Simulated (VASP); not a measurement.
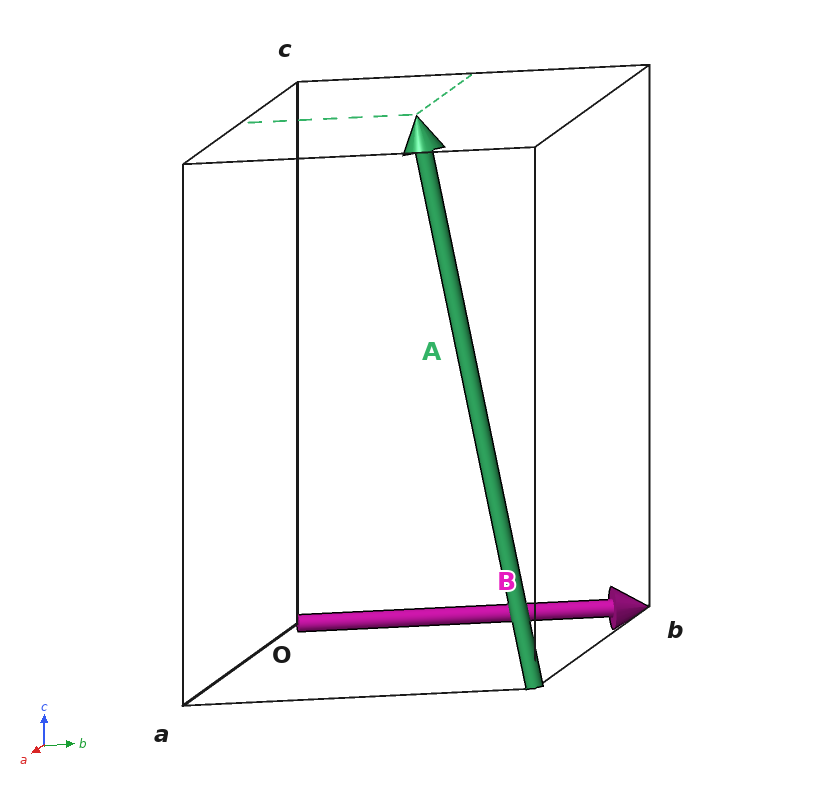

Crystal: La₂O₃, a cell listed in the Materials Project, as set up for an electronic-structure calculation. Each arrow starts at a corner of the unit cell and ends on its surface; where a tip isn't a corner, dashed lines run from it parallel to the axes. Geometry calculated from the standardised cell; symmetry tolerance 0.002 Å.

a = 3.931 Å, b = 3.931 Å, c = 6.112 Å, α = 90.00°, β = 90.00°, γ = 120.00°.

> Give [uvw] of each arrow.

Arrow A runs from (1, 1, 0) to (1/2, 1/2, 1), so [−1 −1 2], in four indices [−1 −1 2 6]; Arrow B runs from (0, 0, 0) to (0, 1, 0), so [0 1 0], in four indices [−1 2 −1 0].

> How long is the vector ua + vb + wc in each case, and what angles do the directions make?

A 12.840 Å; B 3.931 Å. A–B: 98.8°.

> In No. 164, P-3m1, how many directions are equivalent to A (Laue class -3m, both senses counted)?

12.
